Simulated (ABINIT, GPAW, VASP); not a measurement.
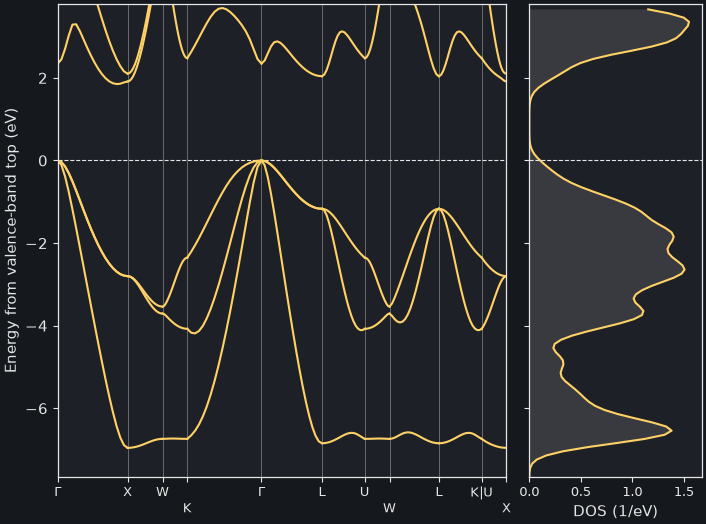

Band structure and density of states. Energies are counted from the top of the valence band. The DOS curve is built from the levels of the k mesh with Gaussians 0.55 eV wide, which also blur the band edges; ripples of that width can come from the mesh.

**Which of these calculations gave it?**
A. zincblende GaP, space group F-43m (No. 216), 2 atoms in the primitive cell (cubic a = 5.450 Å); r2SCAN
B. fcc Ag, space group Fm-3m (No. 225), 1 atom in the primitive cell (cubic a = 4.085 Å); TPSS+SOC
C. rocksalt ZrN, space group Fm-3m (No. 225), 2 atoms in the primitive cell (cubic a = 4.600 Å); rPW86PBE

A. A semiconductor. The gap along this path is 1.85 eV and indirect, from the valence-band top at Γ to the conduction-band bottom between Γ and X; the smallest direct gap is 2.35 eV, at Γ. At X the lowest conduction band lies only 0.06 eV higher. Three bands meet at the valence-band top at Γ: it is triply degenerate (spin aside). The direct gaps are 4.83 eV at K, 4.83 eV at U and 3.21 eV at L. A face-centred cubic lattice: the path Γ–X–W–K–Γ–L–U–W–L–K|U–X runs through the special points of its Brillouin zone.

Method: r2SCAN, VASP PAW PBE potentials, release 64 (Ga_d, P), no spin polarisation, no spin-orbit coupling, 10×10×10 k mesh, 450 eV cutoff, Gaussian smearing of 0.02 eV (VASP).

The PAW data sets were made with another functional. Measured GaP has its conduction bottom near X; the order of its valleys hangs on the functional and the volume. LDA, GGA and most meta-GGA functionals understate gaps. The cell was derived from a database entry in an earlier step, so it needn't be the measured one.
